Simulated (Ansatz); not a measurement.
## Al₁₆P₁₆H (charge −1): geometry relaxation (part 3 of 3)

Continued. System: Al₁₆P₁₆H (defect cell, 33 atoms in the cell, total charge −1). Method: DFT PBEsol, scalar-relativistic, plane waves, PAW, no spin polarisation (Ansatz 0.2.0); cutoff 420 eV, 2×2×2 k-mesh, Gaussian smearing of 0.02 eV. The structure derives from a Materials Project entry. It belongs to a series of runs on one base structure; here: H interstitial, charge -1, atoms relaxed.

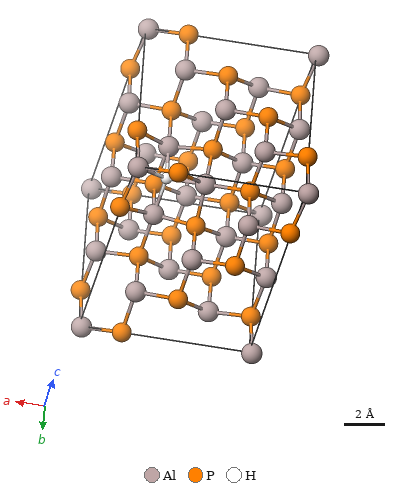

The geometry at step 4 of the log (ball-and-stick view of the cell of the calculation, seen at an oblique angle).

Trajectory as extended XYZ (Å, eV, eV/Å), 6 frames, from step=1 to step=6
```
33
Lattice="-5.4711 5.4711 -5.4711 5.4711 -5.4711 -5.4711 -5.4711 -5.4711 5.4711" Properties=species:S:1:pos:R:3:forces:R:3 step=1 energy=-20259.99053
Al   -2.7356    0.0000   -2.7356   -0.1762   0.0258  -0.1720
Al   -2.7356   -2.7356    0.0000   -0.1376  -0.1390   0.0261
Al   -2.7356   -5.4711    2.7356   -0.1592   0.1540  -0.0196
Al   -5.4711    2.7356   -2.7356    0.1239  -0.0137  -0.1243
Al   -2.7356    2.7356   -5.4711   -0.1249  -0.0219   0.1243
Al   -5.4711    0.0000    0.0000    0.0205   0.1604   0.1652
Al   -5.4711   -2.7356    2.7356    0.1537  -0.1594  -0.0222
Al    2.7356   -5.4711   -2.7356   -0.0133   0.1320  -0.1333
Al   -5.4711   -5.4711   -5.4711    0.5280   0.5447   0.4903
Al   -2.7356   -2.7356   -5.4711   -0.6720  -0.6498   0.6853
Al   -2.7356   -5.4711   -2.7356   -0.5050   0.5721  -0.5442
Al    0.0000   -2.7356   -2.7356    0.0243  -0.1653  -0.1600
Al    2.7356   -2.7356   -5.4711   -0.0244  -0.1341   0.1321
Al    0.0000   -5.4711    0.0000    0.1722   0.0247   0.1762
Al   -5.4711   -2.7356   -2.7356    0.6038  -0.5319  -0.5926
Al    0.0000    0.0000   -5.4711    0.1383   0.1374   0.0136
P    -4.1033    1.3678   -1.3678    0.0093   0.0026   0.0016
P    -4.1033   -1.3678    1.3678    0.0020  -0.0005  -0.0058
P    -4.1033   -4.1033    4.1033    0.0027  -0.0019  -0.4226
P    -1.3678   -1.3678   -6.8389    0.0691   0.0655  -0.0712
P    -4.1033    4.1033   -4.1033   -0.0019  -0.2930   0.0020
P    -1.3678   -4.1033   -4.1033    0.4501  -0.0038  -0.0046
P    -1.3678   -6.8389   -1.3678    0.0367  -0.0477   0.0432
P     1.3678   -4.1033   -1.3678   -0.0018   0.0089  -0.0011
P     4.1033   -4.1033   -4.1033   -0.3261  -0.0039   0.0042
P    -4.1033   -1.3678   -4.1033   -0.0017   0.5024  -0.0022
P    -4.1033   -4.1033   -1.3678   -0.0058  -0.0056   0.3469
P    -1.3678   -1.3678   -1.3678   -0.0397  -0.0425  -0.0334
P     1.3678   -1.3678   -4.1033    0.0053   0.0004   0.0005
P    -1.3678   -4.1033    1.3678   -0.0021   0.0041  -0.0083
P    -6.8389   -1.3678   -1.3678   -0.0544   0.0426   0.0526
P    -1.3678    1.3678   -4.1033    0.0016   0.0073   0.0029
H    -4.0257   -3.9694   -4.1479   -0.0953  -0.1708   0.0505
33
Lattice="-5.4711 5.4711 -5.4711 5.4711 -5.4711 -5.4711 -5.4711 -5.4711 5.4711" Properties=species:S:1:pos:R:3:forces:R:3 step=2 energy=-20260.37985
Al   -2.7228    0.0232   -2.7269    0.0595  -0.0346   0.0536
Al   -2.7225   -2.7197    0.0036    0.0241   0.0270  -0.0351
Al   -2.7200   -5.4783    2.7218    0.0452  -0.0359   0.0378
Al   -5.4844    2.7406   -2.7205   -0.0241   0.0474   0.0257
Al   -2.7202    2.7409   -5.4846    0.0136   0.0383  -0.0118
Al   -5.4534   -0.0072   -0.0137   -0.0374  -0.0460  -0.0539
Al   -5.4792   -2.7190    2.7224   -0.0313   0.0411   0.0358
Al    2.7346   -5.4821   -2.7202    0.0469  -0.0340   0.0380
Al   -5.4106   -5.4061   -5.4188    0.3374   0.3220   0.3488
Al   -2.8219   -2.8177   -5.3820   -0.3047  -0.3234   0.2899
Al   -2.7896   -5.4013   -2.7979   -0.3375   0.2963  -0.3250
Al    0.0167   -2.7199   -2.7267   -0.0349   0.0474   0.0390
Al    2.7354   -2.7189   -5.4832    0.0360   0.0217  -0.0171
Al   -0.0079   -5.4475   -0.0119   -0.0561  -0.0352  -0.0618
Al   -5.3970   -2.7939   -2.8067    0.2833  -0.3276  -0.2966
Al   -0.0137   -0.0111   -5.4664   -0.0456  -0.0432  -0.0463
P    -4.1006    1.3798   -1.3685    0.0075  -0.0076  -0.0041
P    -4.0963   -1.3631    1.3668   -0.0054   0.0081  -0.0066
P    -4.1057   -4.1049    4.0420    0.0152   0.0228  -0.0568
P    -1.4242   -1.4206   -6.7800    0.1808   0.1816  -0.1798
P    -4.1027    4.0673   -4.1035    0.0035  -0.1764   0.0009
P    -1.3019   -4.1047   -4.1006    0.0185   0.0235  -0.0094
P    -1.4009   -6.7910   -1.4087    0.1512  -0.1580   0.1569
P     1.3765   -4.0951   -1.3689   -0.0086   0.0041  -0.0012
P     4.0594   -4.1023   -4.1041   -0.1234   0.0114   0.0015
P    -4.1049   -1.2946   -4.1012    0.0152  -0.0297  -0.0086
P    -4.1021   -4.1022   -1.3191    0.0039   0.0122   0.0845
P    -1.3276   -1.3232   -1.3356   -0.1572  -0.1585  -0.1508
P     1.3721   -1.3630   -4.1082    0.0048   0.0070   0.0047
P    -1.3656   -4.0919    1.3679    0.0065  -0.0069  -0.0088
P    -6.7891   -1.4035   -1.4150   -0.1600   0.1555   0.1603
P    -1.3651    1.3765   -4.1093    0.0027   0.0035   0.0071
H    -4.1150   -4.1395   -4.1147    0.0705   0.1461  -0.0109
33
Lattice="-5.4711 5.4711 -5.4711 5.4711 -5.4711 -5.4711 -5.4711 -5.4711 5.4711" Properties=species:S:1:pos:R:3:forces:R:3 step=3 energy=-20260.46147
Al   -2.7018    0.0062   -2.7079    0.0827  -0.0358   0.0843
Al   -2.7050   -2.7035    0.0097    0.0924   0.0890  -0.0449
Al   -2.7036   -5.4940    2.7215    0.0773  -0.0834   0.0306
Al   -5.4974    2.7205   -2.7082   -0.0839   0.0378   0.0815
Al   -2.7078    2.7195   -5.4980    0.0863   0.0401  -0.0891
Al   -5.4617   -0.0228   -0.0308   -0.0272  -0.0761  -0.0728
Al   -5.4964   -2.7015    2.7205   -0.0926   0.0854   0.0367
Al    2.7243   -5.4963   -2.7074    0.0338  -0.0772   0.0722
Al   -5.3309   -5.3313   -5.3357   -0.0008   0.0099  -0.0028
Al   -2.8627   -2.8645   -5.3458   -0.0149   0.0012   0.0245
Al   -2.8632   -5.3414   -2.8672    0.0073   0.0155   0.0028
Al    0.0111   -2.7003   -2.7080   -0.0396   0.0886   0.0937
Al    2.7224   -2.7049   -5.4993    0.0421   0.0854  -0.0915
Al   -0.0253   -5.4657   -0.0315   -0.0760  -0.0295  -0.0749
Al   -5.3496   -2.8567   -2.8585    0.0200   0.0085  -0.0124
Al   -0.0272   -0.0253   -5.4639   -0.0676  -0.0701  -0.0304
P    -4.0970    1.3652   -1.3707   -0.0353   0.0135   0.0046
P    -4.1025   -1.3612    1.3624    0.0030  -0.0183   0.0201
P    -4.1006   -4.0979    4.0032   -0.0008  -0.0094   0.1840
P    -1.4346   -1.4361   -6.7735    0.1060   0.1107  -0.1018
P    -4.1010    4.0056   -4.1024   -0.0036   0.2762  -0.0050
P    -1.2736   -4.0985   -4.1030   -0.1382  -0.0078  -0.0074
P    -1.4435   -6.7664   -1.4437    0.1642  -0.1349   0.1499
P     1.3638   -4.1007   -1.3699    0.0288  -0.0219   0.0016
P     4.0091   -4.0980   -4.1021    0.2196  -0.0115  -0.0040
P    -4.1016   -1.2796   -4.1026    0.0004  -0.0718  -0.0070
P    -4.1016   -4.0984   -1.2784   -0.0038  -0.0106  -0.1773
P    -1.2851   -1.2870   -1.2852   -0.1680  -0.1588  -0.1842
P     1.3695   -1.3615   -4.1036   -0.0100  -0.0172  -0.0146
P    -1.3632   -4.1038    1.3598   -0.0113   0.0023   0.0345
P    -6.7729   -1.4367   -1.4354   -0.1173   0.1419   0.1230
P    -1.3643    1.3683   -4.1010   -0.0072  -0.0110  -0.0292
H    -4.0762   -4.0456   -4.1159   -0.0658  -0.1605   0.0053
33
Lattice="-5.4711 5.4711 -5.4711 5.4711 -5.4711 -5.4711 -5.4711 -5.4711 5.4711" Properties=species:S:1:pos:R:3:forces:R:3 step=4 energy=-20260.48775
Al   -2.7059    0.0159   -2.7080   -0.0397  -0.0171  -0.0491
Al   -2.7021   -2.7025    0.0019   -0.0468  -0.0406   0.0093
Al   -2.7068   -5.4988    2.7236   -0.0234   0.0406   0.0075
Al   -5.5004    2.7398   -2.7073    0.0232  -0.0144  -0.0192
Al   -2.7043    2.7378   -5.5033   -0.0270  -0.0174   0.0312
Al   -5.4560   -0.0255   -0.0275   -0.0180   0.0394   0.0262
Al   -5.5012   -2.7047    2.7262    0.0483  -0.0295  -0.0009
Al    2.7340   -5.4993   -2.7088   -0.0024   0.0268  -0.0178
Al   -5.3486   -5.3466   -5.3536    0.0005   0.0015  -0.0073
Al   -2.8625   -2.8622   -5.3445   -0.0071  -0.0026   0.0110
Al   -2.8489   -5.3509   -2.8538    0.0030   0.0078  -0.0040
Al    0.0105   -2.7037   -2.7053   -0.0038  -0.0372  -0.0527
Al    2.7347   -2.7036   -5.5043   -0.0136  -0.0319   0.0423
Al   -0.0252   -5.4532   -0.0273    0.0435  -0.0229   0.0347
Al   -5.3530   -2.8482   -2.8537    0.0126   0.0004  -0.0094
Al   -0.0259   -0.0263   -5.4664    0.0211   0.0262  -0.0075
P    -4.1039    1.3756   -1.3702    0.0213  -0.0027   0.0002
P    -4.0993   -1.3680    1.3677    0.0030   0.0073  -0.0106
P    -4.1030   -4.1024    4.0201    0.0002   0.0055  -0.0261
P    -1.4236   -1.4199   -6.7806   -0.0300  -0.0336   0.0269
P    -4.1010    4.0320   -4.1050   -0.0002  -0.0301   0.0061
P    -1.2852   -4.1022   -4.1029    0.0255   0.0036   0.0034
P    -1.4127   -6.7808   -1.4185   -0.0553   0.0389  -0.0478
P     1.3746   -4.0999   -1.3701   -0.0130   0.0149   0.0025
P     4.0290   -4.1005   -4.1050   -0.0265   0.0044   0.0047
P    -4.1027   -1.2850   -4.1030   -0.0007   0.0327   0.0021
P    -4.1010   -4.1004   -1.2936   -0.0006   0.0027   0.0237
P    -1.3145   -1.3101   -1.3205    0.0556   0.0504   0.0638
P     1.3699   -1.3679   -4.1075    0.0058   0.0064   0.0062
P    -1.3668   -4.0967    1.3693    0.0039   0.0046  -0.0190
P    -6.7826   -1.4116   -1.4212    0.0329  -0.0475  -0.0366
P    -1.3669    1.3723   -4.1091    0.0007   0.0077   0.0149
H    -4.0991   -4.0967   -4.1104    0.0071   0.0056  -0.0087
33
Lattice="-5.4711 5.4711 -5.4711 5.4711 -5.4711 -5.4711 -5.4711 -5.4711 5.4711" Properties=species:S:1:pos:R:3:forces:R:3 step=5 energy=-20260.49098
Al   -2.7033    0.0170   -2.7118    0.0001  -0.0029   0.0008
Al   -2.7108   -2.7091    0.0013    0.0006   0.0007  -0.0019
Al   -2.7036   -5.4921    2.7206    0.0004  -0.0008   0.0030
Al   -5.5028    2.7430   -2.7031   -0.0024   0.0064   0.0024
Al   -2.7110    2.7365   -5.4948    0.0005   0.0016  -0.0004
Al   -5.4554   -0.0207   -0.0308   -0.0032  -0.0009  -0.0004
Al   -5.4939   -2.7018    2.7208   -0.0009   0.0005   0.0028
Al    2.7412   -5.5010   -2.7032    0.0069  -0.0023   0.0025
Al   -5.3556   -5.3540   -5.3689   -0.0030  -0.0029  -0.0015
Al   -2.8946   -2.8930   -5.3114   -0.0028  -0.0025   0.0025
Al   -2.8354   -5.3557   -2.8486    0.0016  -0.0033   0.0033
Al    0.0153   -2.7016   -2.7117   -0.0027   0.0003   0.0008
Al    2.7348   -2.7094   -5.4948    0.0019   0.0008  -0.0005
Al   -0.0223   -5.4538   -0.0308   -0.0009  -0.0032  -0.0003
Al   -5.3578   -2.8334   -2.8482   -0.0031   0.0015   0.0031
Al   -0.0313   -0.0296   -5.4759   -0.0026  -0.0024  -0.0071
P    -4.0989    1.3769   -1.3722    0.0009   0.0006  -0.0004
P    -4.0959   -1.3610    1.3641    0.0009   0.0008  -0.0009
P    -4.1065   -4.1048    4.0117   -0.0001  -0.0001  -0.0067
P    -1.4412   -1.4394   -6.7644    0.0046   0.0044  -0.0047
P    -4.1039    4.0402   -4.1015   -0.0014  -0.0067   0.0018
P    -1.2759   -4.1049   -4.0989    0.0063  -0.0002   0.0004
P    -1.4155   -6.7846   -1.4191   -0.0005  -0.0006   0.0001
P     1.3752   -4.0972   -1.3722    0.0006   0.0007  -0.0002
P     4.0387   -4.1021   -4.1015   -0.0070  -0.0014   0.0017
P    -4.1066   -1.2745   -4.0989   -0.0001   0.0070   0.0003
P    -4.1040   -4.1022   -1.3028   -0.0014  -0.0015   0.0065
P    -1.3146   -1.3128   -1.3182    0.0000  -0.0004   0.0006
P     1.3722   -1.3611   -4.1100    0.0006   0.0007  -0.0007
P    -1.3626   -4.0942    1.3641    0.0006   0.0008  -0.0010
P    -6.7865   -1.4136   -1.4191   -0.0007  -0.0004   0.0005
P    -1.3626    1.3739   -4.1100    0.0002   0.0005  -0.0006
H    -4.0753   -4.0739   -4.1325    0.0058   0.0052  -0.0055
33
Lattice="-5.4711 5.4711 -5.4711 5.4711 -5.4711 -5.4711 -5.4711 -5.4711 5.4711" Properties=species:S:1:pos:R:3:forces:R:3 step=6 energy=-20260.49114
Al   -2.7028    0.0178   -2.7125    0.0038   0.0022   0.0057
Al   -2.7126   -2.7107    0.0010    0.0065   0.0056  -0.0007
Al   -2.7030   -5.4910    2.7197    0.0016  -0.0049  -0.0007
Al   -5.5039    2.7448   -2.7017   -0.0040   0.0043   0.0033
Al   -2.7127    2.7366   -5.4929    0.0035   0.0019  -0.0042
Al   -5.4549   -0.0199   -0.0315    0.0022  -0.0045  -0.0019
Al   -5.4927   -2.7012    2.7194   -0.0059   0.0025   0.0004
Al    2.7437   -5.5021   -2.7015    0.0026  -0.0047   0.0032
Al   -5.3583   -5.3567   -5.3734   -0.0018  -0.0019  -0.0015
Al   -2.9028   -2.9010   -5.3030   -0.0037  -0.0043   0.0032
Al   -2.8314   -5.3578   -2.8464    0.0024  -0.0030   0.0025
Al    0.0166   -2.7011   -2.7128    0.0003   0.0035   0.0064
Al    2.7352   -2.7108   -5.4928    0.0014   0.0044  -0.0059
Al   -0.0219   -5.4534   -0.0316   -0.0049   0.0030  -0.0031
Al   -5.3598   -2.8293   -2.8460   -0.0038   0.0029   0.0035
Al   -0.0329   -0.0310   -5.4788   -0.0036  -0.0045  -0.0012
P    -4.0981    1.3777   -1.3727   -0.0012   0.0004  -0.0001
P    -4.0948   -1.3596    1.3636    0.0000  -0.0005   0.0001
P    -4.1078   -4.1058    4.0094    0.0007  -0.0001  -0.0018
P    -1.4453   -1.4438   -6.7606    0.0078   0.0082  -0.0076
P    -4.1048    4.0424   -4.1005   -0.0006   0.0026  -0.0002
P    -1.2733   -4.1059   -4.0976    0.0019   0.0000  -0.0012
P    -1.4152   -6.7862   -1.4183    0.0061  -0.0054   0.0059
P     1.3759   -4.0968   -1.3728    0.0014  -0.0007  -0.0002
P     4.0410   -4.1028   -4.1005    0.0030  -0.0014   0.0000
P    -4.1079   -1.2716   -4.0976    0.0007   0.0004  -0.0010
P    -4.1048   -4.1029   -1.3048   -0.0007  -0.0012  -0.0029
P    -1.3157   -1.3143   -1.3188   -0.0071  -0.0068  -0.0072
P     1.3726   -1.3597   -4.1109    0.0002  -0.0004  -0.0009
P    -1.3617   -4.0932    1.3634   -0.0002  -0.0003   0.0009
P    -6.7881   -1.4132   -1.4178   -0.0045   0.0053   0.0048
P    -1.3617    1.3742   -4.1107   -0.0001   0.0000  -0.0017
H    -4.0667   -4.0659   -4.1403   -0.0038  -0.0026   0.0038
```

Results in brief

- outcome: converged
- electrons treated: 130
- free energy: −20260.4911 eV
- Fermi energy: 5.958 eV
- gap on the k-point mesh: 2.01 eV
- final volume: 655.07 Å³
- largest force (length of the vector) at the end: 0.014 eV/Å
- hardware: 4 threads of Arm Neoverse V2, 24 GiB of memory available, shared host
- wall time: 63 s (CPU time 4 min)
- peak memory: 1.4 GiB
